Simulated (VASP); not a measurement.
## Geometry relaxation, with input and output: MnF2 (part 4 of 4)

Continued. System: MnF2 (6 atoms in the cell). Method: Kohn-Sham DFT of a periodic cell, PBE, VASP PAW PBE potentials, recommended, spin-polarised (VASP 6.6.1); cutoff 600 eV, 5×5×6 k-mesh, fermi-dirac of 0.05 eV, collinear spins. The structure derives from an entry of the Crystallography Open Database.

Geometry of the input (Å; fractional positions):
```
4.8738  0.0000  0.0000
0.0000  4.8738  0.0000
0.0000  0.0000  3.3107
Mn 0.5000  0.5000  0.5000
Mn 0.0000  0.0000  0.0000
F  0.8053  0.1947  0.5000
F  0.6947  0.6947  0.0000
F  0.1947  0.8053  0.5000
F  0.3053  0.3053  0.0000
```

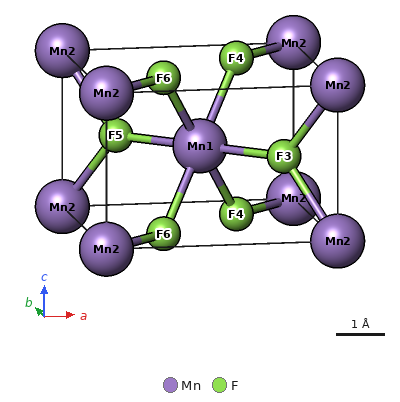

Fig. 1: The geometry at step 6 of the log (ball-and-stick view of the cell of the calculation, seen slightly off an axis; atoms are numbered from 1 in the order of the input).

**Parts of OUTCAR, continued**
```
 k-point     3 :       0.4000    0.0000    0.0000
  band No.  band energies     occupation
      1     -42.2332      1.00000
      2     -42.2331      1.00000
      3     -42.1708      1.00000
      4     -42.1708      1.00000
      5     -42.1583      1.00000
      6     -42.1576      1.00000
      7     -21.0993      1.00000
      8     -20.9620      1.00000
      9     -20.7351      1.00000
     10     -20.7305      1.00000
     11      -4.0444      1.00000
     12      -3.7003      1.00000
     13      -2.8434      1.00000
     14      -2.7846      1.00000
     15      -2.7528      1.00000
     16      -2.6627      1.00000
     17      -2.5171      1.00000
     18      -2.3577      1.00000
     19      -2.2658      1.00000
     20      -2.1314      1.00000
     21      -1.5674      1.00000
     22      -1.4435      1.00000
     23       4.9165      0.00000
     24       4.9229      0.00000
     25       5.2853      0.00000
     26       5.3244      0.00000
     27       5.3304      0.00000
     28       5.4201      0.00000
     29       5.9474      0.00000
     30       6.3077      0.00000
     31       6.3125      0.00000
     32       6.3187      0.00000
     33       6.7205      0.00000
     34       8.0572      0.00000
     35      11.4019      0.00000
     36      12.1938      0.00000

 k-point     4 :       0.2000    0.2000    0.0000
  band No.  band energies     occupation
      1     -42.2334      1.00000
      2     -42.2331      1.00000
      3     -42.1708      1.00000
      4     -42.1705      1.00000
      5     -42.1587      1.00000
      6     -42.1572      1.00000
      7     -21.1714      1.00000
      8     -20.8721      1.00000
      9     -20.7511      1.00000
     10     -20.7295      1.00000
     11      -4.2788      1.00000
     12      -3.5583      1.00000
     13      -3.0123      1.00000
     14      -2.7885      1.00000
     15      -2.7117      1.00000
     16      -2.6827      1.00000
     17      -2.5234      1.00000
     18      -2.5062      1.00000
     19      -2.0088      1.00000
     20      -1.9134      1.00000
     21      -1.5804      1.00000
     22      -1.3430      1.00000
     23       4.8280      0.00000
     24       4.9123      0.00000
     25       5.2160      0.00000
     26       5.2338      0.00000
     27       5.3263      0.00000
     28       5.5040      0.00000
     29       5.5097      0.00000
     30       6.1678      0.00000
     31       6.3165      0.00000
     32       6.4144      0.00000
     33       6.6013      0.00000
     34       9.7548      0.00000
     35       9.7718      0.00000
     36      12.4452      0.00000

 k-point     5 :       0.4000    0.2000    0.0000
  band No.  band energies     occupation
      1     -42.2334      1.00000
      2     -42.2332      1.00000
      3     -42.1708      1.00000
      4     -42.1706      1.00000
      5     -42.1582      1.00000
      6     -42.1577      1.00000
      7     -21.0784      1.00000
      8     -20.9625      1.00000
      9     -20.7492      1.00000
     10     -20.7375      1.00000
     11      -4.0556      1.00000
     12      -3.7809      1.00000
     13      -2.8522      1.00000
     14      -2.7765      1.00000
     15      -2.7403      1.00000
     16      -2.6675      1.00000
     17      -2.3565      1.00000
     18      -2.3506      1.00000
     19      -2.1809      1.00000
     20      -2.1618      1.00000
     21      -1.6341      1.00000
     22      -1.5100      1.00000
     23       4.8710      0.00000
     24       4.9205      0.00000
     25       5.2707      0.00000
     26       5.3022      0.00000
     27       5.3299      0.00000
     28       5.4128      0.00000
     29       5.7993      0.00000
     30       6.2062      0.00000
     31       6.3139      0.00000
     32       6.3765      0.00000
     33       7.1599      0.00000
     34       8.4089      0.00000
     35      10.5100      0.00000
     36      11.4876      0.00000

 [... the levels of 18 k-points are left out ...]

 k-point    24 :       0.4000    0.4000    0.5000
  band No.  band energies     occupation
      1     -42.2284      1.00000
      2     -42.2284      1.00000
      3     -42.1842      1.00000
      4     -42.1838      1.00000
      5     -42.1693      1.00000
      6     -42.1690      1.00000
      7     -20.8776      1.00000
      8     -20.8667      1.00000
      9     -20.7838      1.00000
     10     -20.7726      1.00000
     11      -4.0648      1.00000
     12      -4.0104      1.00000
     13      -3.4583      1.00000
     14      -3.4401      1.00000
     15      -2.7802      1.00000
     16      -2.7216      1.00000
     17      -2.5598      1.00000
     18      -2.4979      1.00000
     19      -1.7077      1.00000
     20      -1.7048      1.00000
     21      -1.6417      1.00000
     22      -1.6045      1.00000
     23       5.0302      0.00000
     24       5.1262      0.00000
     25       5.1774      0.00000
     26       5.3153      0.00000
     27       5.3665      0.00000
     28       5.3997      0.00000
     29       5.7814      0.00000
     30       5.9052      0.00000
     31       6.2203      0.00000
     32       6.3814      0.00000
     33      10.8262      0.00000
     34      11.0029      0.00000
     35      11.4233      0.00000
     36      11.6008      0.00000

------------------------ aborting loop because EDIFF is reached ----------------------------------------

  FORCE on cell =-STRESS in cart. coord.  units (eV):
  Direction    XX          YY          ZZ          XY          YZ          ZX
  --------------------------------------------------------------------------------------
  -------------------------------------------------------------------------------------
  Total        0.0130558      0.0130558      0.0252387      0.0000000      0.0000000      0.0000000
  in kB        0.2561109      0.2561109      0.4950991      0.0000000      0.0000000      0.0000000
  external PRESSURE =       0.3357736 kB  Pullay stress =       0.0000000 kB

 VOLUME and BASIS-vectors are now :
 -----------------------------------------------------------------------------
  energy-cutoff  :      600.00
  volume of cell :       81.67
      direct lattice vectors                 reciprocal lattice vectors
     4.946287549  0.000000000  0.000000000     0.202171829 -0.000000000  0.000000000
     0.000000000  4.946287549  0.000000000    -0.000000000  0.202171829  0.000000000
     0.000000000  0.000000000  3.338304507     0.000000000  0.000000000  0.299553261

 POSITION                                       TOTAL-FORCE (eV/Angst)
 -----------------------------------------------------------------------------------
      2.47314      2.47314      1.66915        -0.000000     -0.000000      0.000000
      0.00000      0.00000      0.00000         0.000000     -0.000000      0.000000
      3.98295      0.96334      1.66915        -0.003526      0.003526     -0.000000
      3.43648      3.43648      0.00000         0.003526      0.003526     -0.000000
      0.96334      3.98295      1.66915         0.003526     -0.003526      0.000000
      1.50981      1.50981      0.00000        -0.003526     -0.003526      0.000000
 -----------------------------------------------------------------------------------
    total drift:                                0.000000      0.000000      0.000000

  FREE ENERGIE OF THE ION-ELECTRON SYSTEM (eV)
  ---------------------------------------------------
  free  energy   TOTEN  =       -39.3399054210 eV

  energy  without entropy=      -39.3399053507  energy(sigma->0) =      -39.33990539

 reached required accuracy - stopping structural energy minimisation

 total charge

# of ion       s       p       d       tot
------------------------------------------
    1        0.157   6.134   4.933  11.225
    2        0.157   6.134   4.933  11.225
    3        1.730   4.361   0.000   6.091
    4        1.730   4.361   0.000   6.091
    5        1.730   4.361   0.000   6.091
    6        1.730   4.361   0.000   6.091
--------------------------------------------------
tot          7.235  29.712   9.867  46.814

 magnetization (x)

# of ion       s       p       d       tot
------------------------------------------
    1        0.024   0.020   4.551   4.596
    2        0.024   0.020   4.551   4.596
    3        0.008   0.078   0.000   0.086
    4        0.008   0.078   0.000   0.086
    5        0.008   0.078   0.000   0.086
    6        0.008   0.078   0.000   0.086
--------------------------------------------------
tot          0.081   0.352   9.103   9.535
```

**CONTCAR**
```
MnF2
   1.00000000000000
     4.9462875486114433    0.0000000000000000    0.0000000000000000
     0.0000000000000000    4.9462875486114433    0.0000000000000000
     0.0000000000000000    0.0000000000000000    3.3383045065898900
  Mn              F
     2     4
Direct
     0.5000000000000000    0.5000000000000000    0.5000000000000000
     0.0000000000000000    0.0000000000000000    0.0000000000000000
     0.8052404987126385    0.1947595012873616    0.5000000000000000
     0.6947595012873615    0.6947595012873615    0.0000000000000000
     0.1947595012873616    0.8052404987126385    0.5000000000000000
     0.3052404987126385    0.3052404987126385    0.0000000000000000

  0.00000000E+00  0.00000000E+00  0.00000000E+00
  0.00000000E+00  0.00000000E+00  0.00000000E+00
  0.00000000E+00  0.00000000E+00  0.00000000E+00
  0.00000000E+00  0.00000000E+00  0.00000000E+00
  0.00000000E+00  0.00000000E+00  0.00000000E+00
  0.00000000E+00  0.00000000E+00  0.00000000E+00
```

**Trajectory as extended XYZ (Å, eV, eV/Å), 13 frames, from step=0 to step=12**
```
6
Lattice="4.8738 0.0000 0.0000 0.0000 4.8738 0.0000 0.0000 0.0000 3.3107" Properties=species:S:1:pos:R:3:forces:R:3 step=0 energy=-39.30657
Mn    2.4369    2.4369    1.6554    0.0000   0.0000   0.0000
Mn    0.0000    0.0000    0.0000    0.0000   0.0000   0.0000
F     3.9249    0.9489    1.6554   -0.0309   0.0309   0.0000
F     3.3858    3.3858    0.0000    0.0309   0.0309   0.0000
F     0.9489    3.9249    1.6554    0.0309  -0.0309   0.0000
F     1.4880    1.4880    0.0000   -0.0309  -0.0309   0.0000
6
Lattice="4.9396 -0.0000 0.0000 -0.0000 4.9396 0.0000 0.0000 0.0000 3.3614" Properties=species:S:1:pos:R:3:forces:R:3 step=1 energy=-39.33859
Mn    2.4698    2.4698    1.6807    0.0000   0.0000   0.0000
Mn    0.0000    4.9396    0.0000    0.0000   0.0000   0.0000
F     3.9764    0.9633    1.6807    0.0119  -0.0119   0.0000
F     3.4331    3.4331    0.0000   -0.0119  -0.0119   0.0000
F     0.9633    3.9764    1.6807   -0.0119   0.0119   0.0000
F     1.5066    1.5066    0.0000    0.0119   0.0119   0.0000
6
Lattice="4.9317 -0.0000 0.0000 -0.0000 4.9317 0.0000 0.0000 0.0000 3.3552" Properties=species:S:1:pos:R:3:forces:R:3 step=2 energy=-39.33919
Mn    2.4658    2.4658    1.6776    0.0000   0.0000   0.0000
Mn    0.0000    0.0000    0.0000    0.0000   0.0000   0.0000
F     3.9701    0.9615    1.6776    0.0074  -0.0074   0.0000
F     3.4273    3.4273    0.0000   -0.0074  -0.0074   0.0000
F     0.9615    3.9701    1.6776   -0.0074   0.0074   0.0000
F     1.5043    1.5043    0.0000    0.0074   0.0074   0.0000
6
Lattice="4.9328 -0.0000 0.0000 -0.0000 4.9328 0.0000 0.0000 0.0000 3.3561" Properties=species:S:1:pos:R:3:forces:R:3 step=3 energy=-39.33917
Mn    2.4664    2.4664    1.6781    0.0000   0.0000   0.0000
Mn    0.0000    4.9328    0.0000    0.0000   0.0000   0.0000
F     3.9710    0.9618    1.6781    0.0080  -0.0080   0.0000
F     3.4282    3.4282    0.0000   -0.0080  -0.0080   0.0000
F     0.9618    3.9710    1.6781   -0.0080   0.0080   0.0000
F     1.5046    1.5046    0.0000    0.0080   0.0080   0.0000
6
Lattice="4.9370 0.0000 0.0000 -0.0000 4.9370 0.0000 0.0000 0.0000 3.3520" Properties=species:S:1:pos:R:3:forces:R:3 step=4 energy=-39.33953
Mn    2.4685    2.4685    1.6760    0.0000   0.0000   0.0000
Mn    4.9370    0.0000    0.0000    0.0000   0.0000   0.0000
F     3.9748    0.9622    1.6760    0.0050  -0.0050   0.0000
F     3.4307    3.4307    3.3520   -0.0050  -0.0050   0.0000
F     0.9622    3.9748    1.6760   -0.0050   0.0050   0.0000
F     1.5063    1.5063    0.0000    0.0050   0.0050   0.0000
6
Lattice="4.9418 0.0000 0.0000 0.0000 4.9418 0.0000 0.0000 0.0000 3.3473" Properties=species:S:1:pos:R:3:forces:R:3 step=5 energy=-39.33977
Mn    2.4709    2.4709    1.6736    0.0000   0.0000   0.0000
Mn    0.0000    4.9418    0.0000    0.0000   0.0000   0.0000
F     3.9790    0.9628    1.6736    0.0015  -0.0015   0.0000
F     3.4337    3.4337    0.0000   -0.0015  -0.0015   0.0000
F     0.9628    3.9790    1.6736   -0.0015   0.0015   0.0000
F     1.5081    1.5081    0.0000    0.0015   0.0015   0.0000
6
Lattice="4.9512 0.0000 0.0000 0.0000 4.9512 0.0000 0.0000 0.0000 3.3379" Properties=species:S:1:pos:R:3:forces:R:3 step=6 energy=-39.33987
Mn    2.4756    2.4756    1.6689    0.0000   0.0000   0.0000
Mn    4.9512    0.0000    0.0000    0.0000   0.0000   0.0000
F     3.9874    0.9638    1.6689   -0.0053   0.0053   0.0000
F     3.4395    3.4395    3.3379    0.0053   0.0053   0.0000
F     0.9638    3.9874    1.6689    0.0053  -0.0053   0.0000
F     1.5118    1.5118    0.0000   -0.0053  -0.0053   0.0000
6
Lattice="4.9488 0.0000 0.0000 0.0000 4.9488 0.0000 0.0000 0.0000 3.3403" Properties=species:S:1:pos:R:3:forces:R:3 step=7 energy=-39.33989
Mn    2.4744    2.4744    1.6702    0.0000   0.0000   0.0000
Mn    0.0000    0.0000    0.0000    0.0000   0.0000   0.0000
F     3.9852    0.9636    1.6702   -0.0047   0.0047   0.0000
F     3.4380    3.4380    0.0000    0.0047   0.0047   0.0000
F     0.9636    3.9852    1.6702    0.0047  -0.0047   0.0000
F     1.5108    1.5108    0.0000   -0.0047  -0.0047   0.0000
6
Lattice="4.9453 0.0000 0.0000 0.0000 4.9453 0.0000 0.0000 0.0000 3.3438" Properties=species:S:1:pos:R:3:forces:R:3 step=8 energy=-39.33987
Mn    2.4726    2.4726    1.6719    0.0000   0.0000   0.0000
Mn    0.0000    0.0000    0.0000    0.0000   0.0000   0.0000
F     3.9821    0.9632    1.6719   -0.0015   0.0015   0.0000
F     3.4358    3.4358    0.0000    0.0015   0.0015   0.0000
F     0.9632    3.9821    1.6719    0.0015  -0.0015   0.0000
F     1.5095    1.5095    0.0000   -0.0015  -0.0015   0.0000
6
Lattice="4.9473 0.0000 0.0000 0.0000 4.9473 0.0000 0.0000 0.0000 3.3418" Properties=species:S:1:pos:R:3:forces:R:3 step=9 energy=-39.33989
Mn    2.4736    2.4736    1.6709    0.0000   0.0000   0.0000
Mn    0.0000    0.0000    0.0000    0.0000   0.0000   0.0000
F     3.9839    0.9634    1.6709   -0.0019   0.0019   0.0000
F     3.4370    3.4370    0.0000    0.0019   0.0019   0.0000
F     0.9634    3.9839    1.6709    0.0019  -0.0019   0.0000
F     1.5102    1.5102    0.0000   -0.0019  -0.0019   0.0000
6
Lattice="4.9480 0.0000 0.0000 0.0000 4.9480 0.0000 0.0000 0.0000 3.3411" Properties=species:S:1:pos:R:3:forces:R:3 step=10 energy=-39.33990
Mn    2.4740    2.4740    1.6705    0.0000   0.0000   0.0000
Mn    0.0000    0.0000    0.0000    0.0000   0.0000   0.0000
F     3.9845    0.9635    1.6705   -0.0030   0.0030   0.0000
F     3.4375    3.4375    0.0000    0.0030   0.0030   0.0000
F     0.9635    3.9845    1.6705    0.0030  -0.0030   0.0000
F     1.5105    1.5105    0.0000   -0.0030  -0.0030   0.0000
6
Lattice="4.9483 0.0000 0.0000 0.0000 4.9483 0.0000 0.0000 0.0000 3.3408" Properties=species:S:1:pos:R:3:forces:R:3 step=11 energy=-39.33990
Mn    2.4742    2.4742    1.6704    0.0000   0.0000   0.0000
Mn    0.0000    0.0000    0.0000    0.0000   0.0000   0.0000
F     3.9848    0.9635    1.6704   -0.0032   0.0032   0.0000
F     3.4377    3.4377    0.0000    0.0032   0.0032   0.0000
F     0.9635    3.9848    1.6704    0.0032  -0.0032   0.0000
F     1.5106    1.5106    0.0000   -0.0032  -0.0032   0.0000
6
Lattice="4.9463 0.0000 0.0000 0.0000 4.9463 0.0000 0.0000 0.0000 3.3383" Properties=species:S:1:pos:R:3:forces:R:3 step=12 energy=-39.33991
Mn    2.4731    2.4731    1.6692    0.0000   0.0000   0.0000
Mn    0.0000    0.0000    0.0000    0.0000   0.0000   0.0000
F     3.9830    0.9633    1.6692   -0.0035   0.0035   0.0000
F     3.4365    3.4365    0.0000    0.0035   0.0035   0.0000
F     0.9633    3.9830    1.6692    0.0035  -0.0035   0.0000
F     1.5098    1.5098    0.0000   -0.0035  -0.0035   0.0000
```

**Summary**

```tsv
quantity	value
outcome	converged
space group (tolerance 0.01 Å)	P4₂/mnm (136)
electrons treated	54
free energy	−39.3399 eV
Fermi energy	3.484 eV
gap on the k-point mesh	1.20 eV
net moment of the cell	10.00 μB
pressure	0.03 GPa
final volume	81.67 Å³
largest force (length of the vector) at the end	0.005 eV/Å
final cell	a = 4.946 Å, b = 4.946 Å, c = 3.338 Å, α = 90.00°, β = 90.00°, γ = 90.00°
wall time	7.4 min
peak memory	0.3 GiB
```

**Notes**

Semilocal DFT without U tends to delocalise the d electrons of such compounds and to underestimate the gap.
